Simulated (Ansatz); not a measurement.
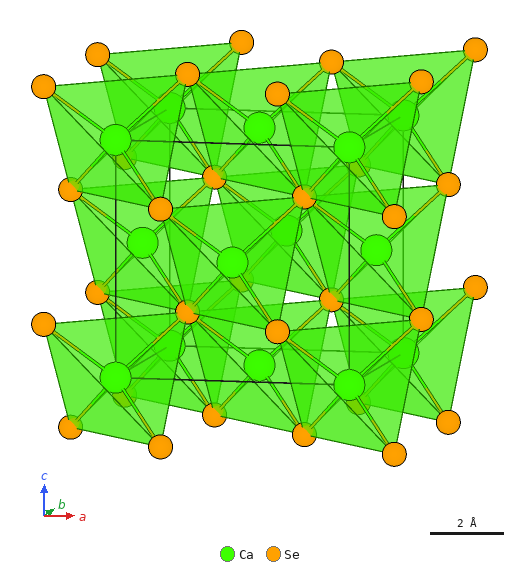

The starting point is a symmetric starting cell of CaSe. The picture is a polyhedral view of the conventional cell (4 times the calculation's cell), seen slightly off an axis. Lengths and directions refer to the drawn axes.

Theory: DFT PBE, scalar-relativistic, plane waves, PAW (Ansatz). (plane-wave cutoff 420 eV; k-point mesh 6 × 6 × 6; occupations gaussian; smearing width 0.02 eV; no spin polarisation)

The variant: All lengths are scaled by −4.0 % (volume −11.4 %), the atoms keeping their fractional coordinates. No relaxation follows. The starting cell wasn't computed here and needn't be at equilibrium, so pressure and forces aren't due to the change alone.

Q: What does the calculation give for the changed structure?

A: Near-neighbour distances before and after: Ca–Se 2.858 → 2.745 Å. The space group stays F-43m (No. 216). The pressure is 4.8 GPa (not all of it need come from the change, since the unchanged cell can be under pressure at this level too). All forces vanish by symmetry.

Drawn alike, the variant:

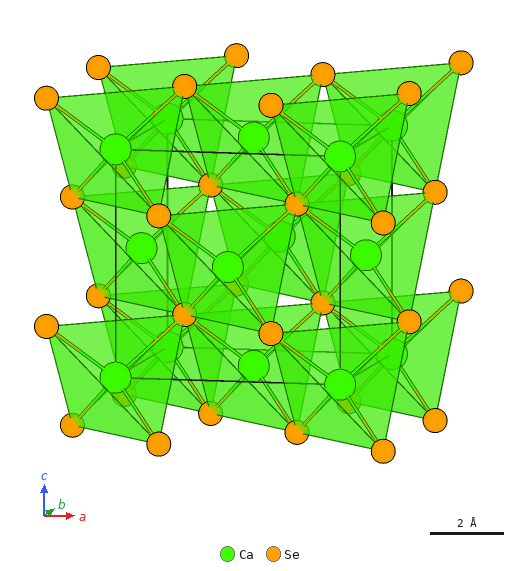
